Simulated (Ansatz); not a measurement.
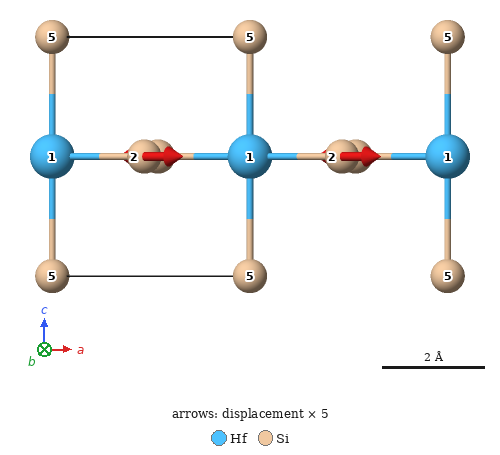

A relaxation of a crystal of HfSi₄ (a generated structure, set up in P-62m) (coarse preliminary run). The starting structure is drawn; red arrows show the displacements (the part carried along by the change of the cell is left out), 5 times their true length.

A ball-and-stick model of the cell of the calculation, repeated 2 × 1 × 1 with one cell outlined, seen along the b axis.

These are results of DFT PBE, scalar-relativistic, plane waves, PAW in Ansatz, not measurements. (plane-wave cutoff 420 eV; k-point mesh 6 × 6 × 4; occupations gaussian; smearing width 0.1 eV; no spin polarisation; cell and atoms relaxed; force threshold 0.04 eV/Å; at most 70 steps)

What did the optimiser do to the structure, and how much energy did it gain?

Answer. The largest moves relative to the cell, 0.18 Å, are those of Si atoms. Hf stays in place. The volume changes by +44.5 %, with a = b 4.508 → 5.190 Å (+15.1 %), c 4.721 → 5.147 Å (+9.0 %). Among the contacts that change: Hf–Si 2.099 → 2.595 Å, Si–Si 2.270 → 2.595 Å, Hf–Si 2.360 → 2.573 Å, Hf–Si 2.410 → 2.595 Å. Among the angles between lasting bonds that change: Si–Si–Si 166.4° → 180.0°, Si–Si–Si 106.4° → 120.0°, Si–Si–Si 133.6° → 120.0°. The space group (tolerance 0.01 Å) goes from P-62m (No. 189) to P6/mmm (No. 191). After 5 accepted moves (7 points after the start) the energy has fallen by 1294 meV per atom. The largest force component goes from 5.7 to under 0.0001 eV/Å. Pressure: 60.59 GPa at the start and 0.02 GPa at the end. The SCF was repeated twice at an unchanged geometry on a basis and grid sized afresh for the cell, which shifted the energy by 9.0 meV per atom at most.
